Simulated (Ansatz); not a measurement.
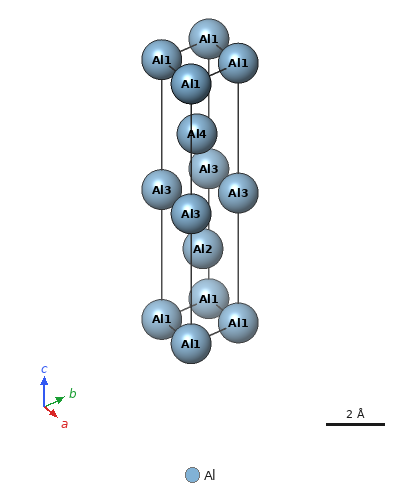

Fig. 1: The structure (spheres-only view of the cell of the calculation, seen slightly off an axis; atoms are numbered from 1 in the order of the input). An atom can appear more than once, as a periodic image.

## What a change does: single-point calculation on Al

System: Al (P6₃/mmc, 4 atoms in the cell).
Method of run 1: DFT PBE+D3(BJ), scalar-relativistic, plane waves, PAW, PAW set soft_1, no spin polarisation (Ansatz 0.2.0).

The structure derives from a Materials Project entry. Text and figures count atoms from 1; the logs count them from 0 in places.

### Input, run 1
```yaml
crystal:
  lattice:
    - [2.6962, 0.0, 0.0]
    - [-1.3481, 2.3349776937, 0.0]
    - [0.0, 0.0, 9.6403]
  atoms:
    - { symbol: Al, position: [0.0, 0.0, 0.0] }
    - { symbol: Al, position: [0.3333333333, 0.6666666667, 0.25] }
    - { symbol: Al, position: [0.0, 0.0, 0.5] }
    - { symbol: Al, position: [0.6666666667, 0.3333333333, 0.75] }
basis:
  ecutwfc: 420
kpoints:
  mp_grid: { grid: [18, 18, 4] }
hamiltonian:
  xc: pbe
  pseudopotentials: { kind: paw, azcp: { folder: soft_1 } }
  dispersion: d3bj
scf:
  occupations: { method: gaussian, width: 0.15 }
output:
  forces: true
  stress: true
  eigenvalues: true
  write_density: true
  write_potential: true
  elf: true
  volumetric_format: npy
```

Launched with:
```bash
ansatz run input.yaml --threads 2 --pin off --max-ram 4096MiB --backend cpu --events-out ev --progress --plain --runs-dir out
```

Hardware: 2 threads of Arm Neoverse V1, 24 GiB of memory available, shared host.

### Output, shortened to warnings, some set-up lines, iterations and results (run 1)
```
Basis set: ecut = 420 eV, 1203 PW (Γ), exchange–correlation on 40×40×144 points (8 copies of the dense FFT grid, shifted against one another)
Symmetry: 24 space group operations
k-points: 111 of 1296
Initial density: superposition of atomic densities (chi_scale 0.1, normalization cell)
[...]
SCF iter   1: F=—  HF=-2151.371565 eV  |F-HF|=—  |Δ(HF+E_count)|=         —  Δρ=2.48e-2  dr2=3.75e-1  ethr=3.10e-3  ⟨swp⟩=6.4  Hψ=8794  notcnv=0
SCF iter   2: F=—  HF=-2151.295906 eV  |F-HF|=—  |Δ(HF+E_count)|=   7.57e-2  Δρ=1.64e-2  dr2=1.64e-1  ethr=3.10e-3  ⟨swp⟩=1.1  Hψ=2008  notcnv=0  defer=2
SCF iter   3: F=—  HF=-2151.204158 eV  |F-HF|=—  |Δ(HF+E_count)|=   9.17e-2  Δρ=2.73e-4  dr2=1.89e-5  ethr=1.37e-3  ⟨swp⟩=1.0  Hψ=1088  notcnv=0  defer=13
SCF iter   4: F=—  HF=-2151.203782 eV  |F-HF|=—  |Δ(HF+E_count)|=   3.76e-4  Δρ=7.91e-5  dr2=5.22e-6  ethr=1.58e-7  ⟨swp⟩=2.0  Hψ=1797  notcnv=0  defer=13
SCF iter   5: F=—  HF=-2151.203751 eV  |F-HF|=—  |Δ(HF+E_count)|=   3.16e-5  Δρ=3.27e-5  dr2=3.17e-6  ethr=4.35e-8  ⟨swp⟩=2.1  Hψ=1615  notcnv=0  defer=13
SCF iter   6: F=-2151.203750 eV  HF=-2151.203750 eV  |F-HF|=1.26e-10  |Δ(HF+E_count)|=   8.21e-7  Δρ=4.96e-6  dr2=9.92e-9  ethr=8.33e-10  ⟨swp⟩=6.6  Hψ=7192  notcnv=0
SCF 1 converged in 6 iterations: F = -2151.203750 eV  dr2 = 9.92e-9
SCF converged after 6 iterations
Free energy (F): -2151.203750 eV
Harris-Foulkes:  -2151.203750 eV  (|F-HF|=1.26e-10)
Internal energy: -2151.186641 eV  (E = F + TS)
E sigma→0 (E₀):  -2151.195195 eV
Entropy (-TS):   -0.017109 eV (-4.277 meV/atom)
Fermi energy:    8.799492 eV
--- Per-component energies (eV) ---
  E_band       = 49.997077
  E_kinetic    = 95.392402
  E_local      = 46.522437  (includes V_loc(G=0)·N_el)
  E_nonlocal   = 41.242008
  E_hartree    = 0.576100
  E_xc         = -153.132610
  E_vxc        = -119.760929  (∫ρ·V_xc dr)
  E_paw        = -1878.305794  (= ΣΔE_a)
  E_vpaw       = -14.551066  (= ΣTr[D̂ρ^β])
  E_aug_tail   = -0.000007  (compensation charges beyond the density's cutoff)
  E_ewald      = -302.012021
  E_disp       = -1.469157  (pairwise vdW)
  E_smearing   = -0.017109  (= −TS)
  E_closure    = -0.000000  (closes the sum)
  Σ components = -2151.203750   (vs F -2151.203750, Δ=0.00e0)
--- Forces (eV/Å), atoms counted from 1 ---
  atom   1  Al     0.00000000     0.00000000    -0.00000000
  atom   2  Al     0.00000000    -0.00000000     0.00000000
  atom   3  Al     0.00000000     0.00000000     0.00000000
  atom   4  Al     0.00000000     0.00000000     0.00000000
  max |Σ_I F_I| component: 4.11e-32 eV/Å
--- Stress (GPa, compression-positive) ---
        8.701673       0.000000      -0.000000
       -0.000000       8.701673       0.000000
       -0.000000       0.000000      -1.499396
  P = ⅓ Tr σ = 5.3013 GPa (53.013 kbar)
```

For run 2 the input was changed thus:
```diff
-    - [2.6962, 0.0, 0.0]
-    - [-1.3481, 2.3349776937, 0.0]
-    - [0.0, 0.0, 9.6403]
+    - [2.6568, 0.0, 0.0]
+    - [-1.3284, 2.3008562928, 0.0]
+    - [0.0, 0.0, 8.8418]
```

Predict how the results change.

With the same functional and potentials, run 2 lies 88.2 meV per atom higher. The pressure goes from 5.30 to 19.44 GPa. The volume per atom goes from 15.17 to 13.51 Å³. The number of SCF iterations is the same. The plane waves at Γ go from 1203 to 1091.

### Output, shortened to warnings, some set-up lines, iterations and results (run 2)
```
Basis set: ecut = 420 eV, 1091 PW (Γ), exchange–correlation on 36×36×120 points (8 copies of the dense FFT grid, shifted against one another)
Symmetry: 24 space group operations
k-points: 111 of 1296
Initial density: superposition of atomic densities (chi_scale 0.1, normalization cell)
[...]
SCF iter   1: F=—  HF=-2151.077830 eV  |F-HF|=—  |Δ(HF+E_count)|=         —  Δρ=2.74e-2  dr2=3.83e-1  ethr=3.10e-3  ⟨swp⟩=6.6  Hψ=8908  notcnv=0
SCF iter   2: F=—  HF=-2150.967354 eV  |F-HF|=—  |Δ(HF+E_count)|=   1.10e-1  Δρ=1.82e-2  dr2=1.70e-1  ethr=3.10e-3  ⟨swp⟩=1.4  Hψ=2085  notcnv=0  defer=16
SCF iter   3: F=—  HF=-2150.851290 eV  |F-HF|=—  |Δ(HF+E_count)|=   1.16e-1  Δρ=4.24e-4  dr2=6.43e-5  ethr=1.41e-3  ⟨swp⟩=1.0  Hψ=1086  notcnv=0  defer=30
SCF iter   4: F=—  HF=-2150.850780 eV  |F-HF|=—  |Δ(HF+E_count)|=   5.11e-4  Δρ=9.56e-5  dr2=5.66e-6  ethr=5.36e-7  ⟨swp⟩=2.0  Hψ=1758  notcnv=0  defer=30
SCF iter   5: F=—  HF=-2150.850837 eV  |F-HF|=—  |Δ(HF+E_count)|=   5.71e-5  Δρ=3.22e-5  dr2=2.30e-6  ethr=4.72e-8  ⟨swp⟩=2.1  Hψ=1626  notcnv=0  defer=30
SCF iter   6: F=-2150.850836 eV  HF=-2150.850836 eV  |F-HF|=2.02e-9  |Δ(HF+E_count)|=   6.74e-7  Δρ=5.02e-6  dr2=8.18e-9  ethr=8.33e-10  ⟨swp⟩=6.7  Hψ=6985  notcnv=0
SCF 1 converged in 6 iterations: F = -2150.850836 eV  dr2 = 8.18e-9
SCF converged after 6 iterations
Free energy (F): -2150.850836 eV
Harris-Foulkes:  -2150.850836 eV  (|F-HF|=2.02e-9)
Internal energy: -2150.836443 eV  (E = F + TS)
E sigma→0 (E₀):  -2150.843639 eV
Entropy (-TS):   -0.014393 eV (-3.598 meV/atom)
Fermi energy:    10.137861 eV
--- Per-component energies (eV) ---
  E_band       = 62.055934
  E_kinetic    = 103.052730
  E_local      = 54.304505  (includes V_loc(G=0)·N_el)
  E_nonlocal   = 42.753592
  E_hartree    = 0.643647
  E_xc         = -156.450072
  E_vxc        = -124.057974  (∫ρ·V_xc dr)
  E_paw        = -1879.197493  (= ΣΔE_a)
  E_vpaw       = -15.284213  (= ΣTr[D̂ρ^β])
  E_aug_tail   = -0.000004  (compensation charges beyond the density's cutoff)
  E_ewald      = -314.286442
  E_disp       = -1.656906  (pairwise vdW)
  E_smearing   = -0.014393  (= −TS)
  E_closure    = 0.000000  (closes the sum)
  Σ components = -2150.850836   (vs F -2150.850836, Δ=0.00e0)
--- Forces (eV/Å), atoms counted from 1 ---
  atom   1  Al     0.00000000    -0.00000000    -0.00000000
  atom   2  Al     0.00000000    -0.00000000     0.00000000
  atom   3  Al     0.00000000     0.00000000     0.00000000
  atom   4  Al    -0.00000000     0.00000000     0.00000000
  max |Σ_I F_I| component: 1.16e-18 eV/Å
--- Stress (GPa, compression-positive) ---
       20.408122      -0.000000      -0.000000
       -0.000000      20.408122       0.000000
       -0.000000       0.000000      17.513983
  P = ⅓ Tr σ = 19.4434 GPa (194.434 kbar)
```

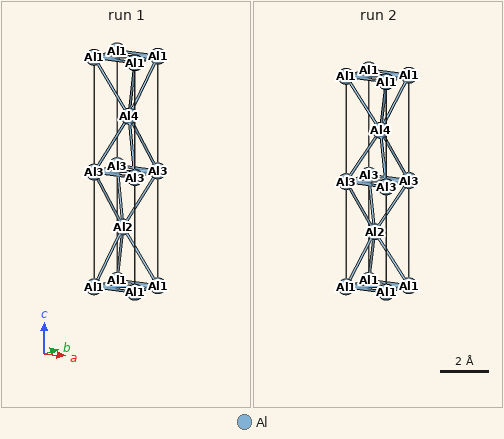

Fig. 2: The two input geometries at one scale (ball-and-stick view of the cell of the calculation, seen slightly off an axis). The atoms keep their places relative to the cell (all moves are under 0.005 Å). The drawn cell changes as follows: a = b 2.696 → 2.657 Å (−1.5 %), c 9.640 → 8.842 Å (−8.3 %); the volume changes by −10.9 %. Among the contacts that change: Al1–Al2 2.869 → 2.691 Å, Al1–Al1 2.696 → 2.657 Å.

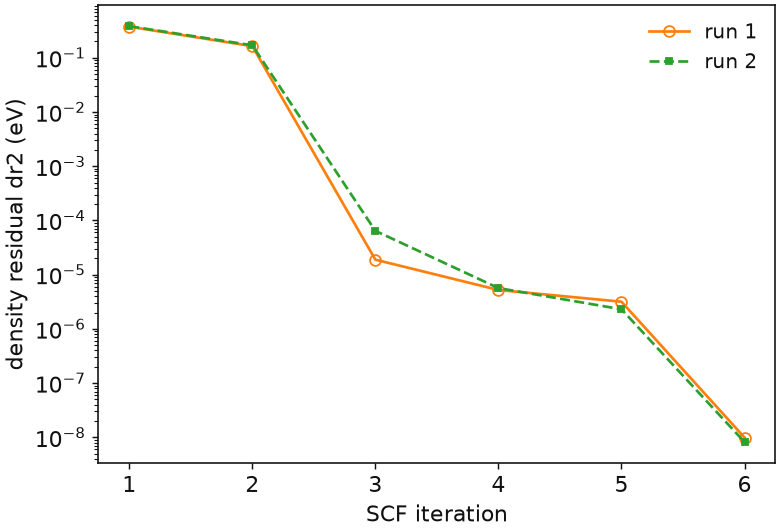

Fig. 3: Convergence of the two runs: density residual dr2 against the SCF iteration. Run 1 takes 6 iterations in all, and run 2 takes 6.

### The two runs side by side

| quantity | run 1 | run 2 |
| --- | --- | --- |
| outcome | converged | converged |
| free energy per atom (eV) | −537.8009 | −537.7127 |
| energy per atom, smearing taken to zero (eV) | −537.7988 | −537.7109 |
| gap on the mesh (eV) | 0.00 | 0.00 |
| pressure (GPa) | 5.30 | 19.44 |
| volume per atom (Å³) | 15.17 | 13.51 |
| largest force (eV/Å) | 0.000 | 0.000 |
| SCF iterations | 6 | 6 |
| irreducible k-points | 111 | 111 |
| plane waves at Γ | 1203 | 1091 |
| wall time (shared host) | 2.8 s | 2.5 s |

For run 2: The cell is under a pressure of 19.4 GPa at this level, so it is not at its equilibrium volume.
